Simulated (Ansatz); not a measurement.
Given this structure, the input geometry of an electronic-structure calculation (not necessarily at equilibrium); the starting structure was generated, so it need not be a known form of this composition, written in its standard cell:

```yaml
crystal:
  lattice:
    - [3.10575, 0.00000, 0.00000]
    - [0.00000, 3.10575, 0.00000]
    - [0.00000, 0.00000, 3.10575]
  atoms:
    - { symbol: Sn, position: [0.00000, 0.00000, 0.00000] }
```

### Predict the [111] zone-axis pattern (200 kV, kinematic, B = 0.3 Å²).

The spots form a hexagonal net with both shortest vectors at d = 2.20 Å, 60.0° apart. They are -1 1 0 and -1 0 1. The pattern has symmetry 6mm. No reflection of this zone is absent.

Strongest reflections with d > 0.80 Å, one of each family (|F|² from tabulated Gaussian fits of the electron scattering factors, times a small damping for the curvature of the Ewald sphere):

```
    hkl  d (Å)  I (strongest = 100)
 1 0 -1  2.196                  100
2 -1 -1  1.268                   32
 2 0 -2  1.098                   22
3 -1 -2  0.830                    9
```

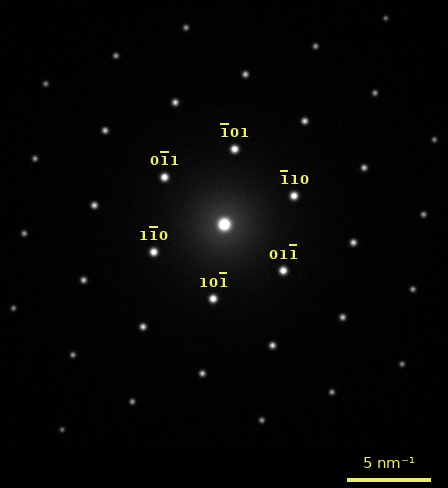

Calculated pattern, seen from the source side with [111] pointing towards the source.
